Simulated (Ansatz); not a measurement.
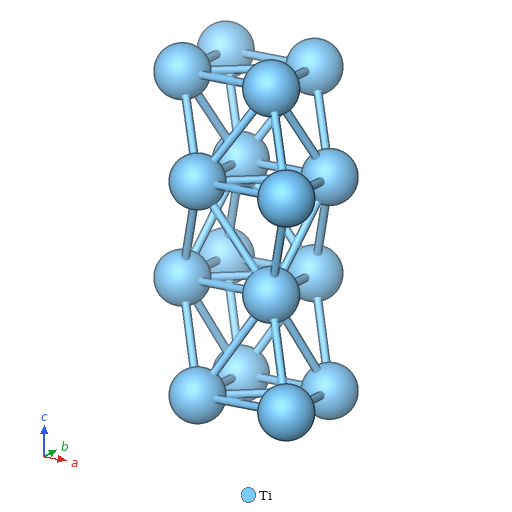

System: C on a slab of content Ti. The picture shows the clean slab (repeated in the plane, vacuum cut away).

The given structure:
```xyz
4
Lattice="2.9358 0.0000 0.0000 -1.4679 2.5425 0.0000 0.0000 0.0000 23.9543" Properties=species:S:1:pos:R:3 pbc="T T T"
Ti    1.4679    0.8475    8.4999
Ti    0.0000    1.6950   10.8180
Ti    1.4679    0.8475   13.2319
Ti    0.0000    1.6950   15.3863
```

Computed with Ansatz 0.2.0: adsorption at several starting sites on a slab cut from the named crystal, one adsorbate a surface cell, the lower planes held, the adsorption energy counts from the clean slab and the free, spin-polarised adsorbate, negative where bound, plane waves with PAW datasets, Γ-centred k mesh. Level: r2SCAN, no spin polarisation.

```csv
setting,value
crystal formula,Ti
crystal space group number,194
Miller index h,0
Miller index k,0
Miller index l,1
top plane,Ti
bottom plane,Ti
planes,4
surface cell,"(1, 1)"
slab thickness as cut,6.95 Å
vacuum,17 Å
surface area,7.464 Å²
wave cutoff,500 eV
k mesh,12×12×1
occupations,Gaussian
smearing width,0.1 eV
boundary,dipole corrected
adsorbate,C
```

Sites are named by a rule of distances and placed in fractions of the cell vectors a and b; the slab's top layers relax too; key: 1 = top site at (0.33, 0.67); 2 = hollow site at (0.00, 0.00); 3 = bridge site at (0.83, 0.67).

Describe the result: the adsorption energy of each starting site.

The adsorbate slid sideways from no. 3 (by 0.9 Å). Among these starts the lowest is no. 3, at −6.336 eV; the next, no. 2, is 0.115 eV higher.

```csv
starting site,adsorption energy (eV),height over highest slab atom (Å),lateral move (Å),dipole change (e Å)
no. 1,-3.250,1.966,0.00,-0.119
no. 2,-6.221,0.830,0.00,-0.102
no. 3,-6.336,0.793,0.86,-0.095
```

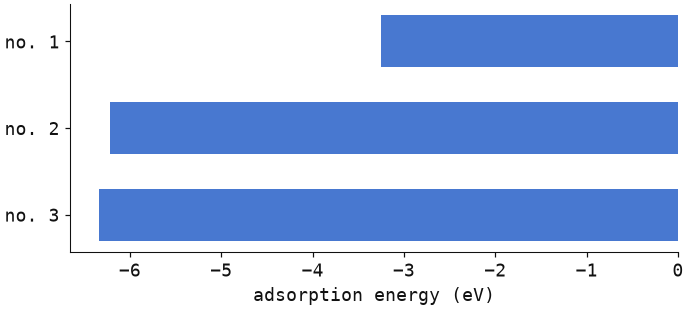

Caveats: xc potential rough in thin density.
